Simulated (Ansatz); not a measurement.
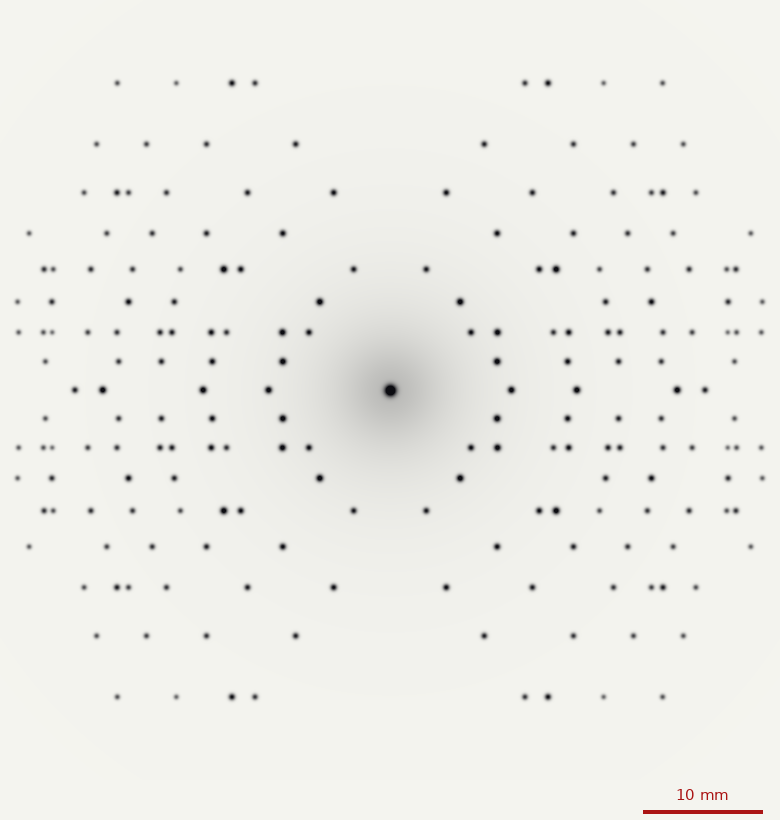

Simulated X-ray rotation photograph: Mo Kα radiation (λ = 0.7107 Å), cylindrical film of radius 28.65 mm unrolled, rotation axis vertical and normal to the beam, kinematic intensities without Lorentz or polarisation factors, the film spanning ±63° about the beam; spots down to d = 0.67 Å.

Question: Measure the layer lines and find the identity period along the axis.

Answer: The first layer line lies 2.4 mm from the equator, so tan ν = 0.084, sin ν = 0.084 and the period is λ/sin ν = 8.47 Å. Further lines follow at 4.9, 7.4, 10.2, 13.2, 16.7, 20.8, 25.9 mm.

The crystal is Ir, space group Pm-3n (No. 223), a = 4.89 Å. Structure: the geometry relaxed with Ansatz, DFT, PBEsol, plane waves (420 eV) with PAW, scalar-relativistic; the starting structure was generated, so it need not be a known form of this composition.

Question: About which axis was it rotated?

Answer: About [111] (or an equivalent direction), whose length in the conventional cell is 8.473 Å.
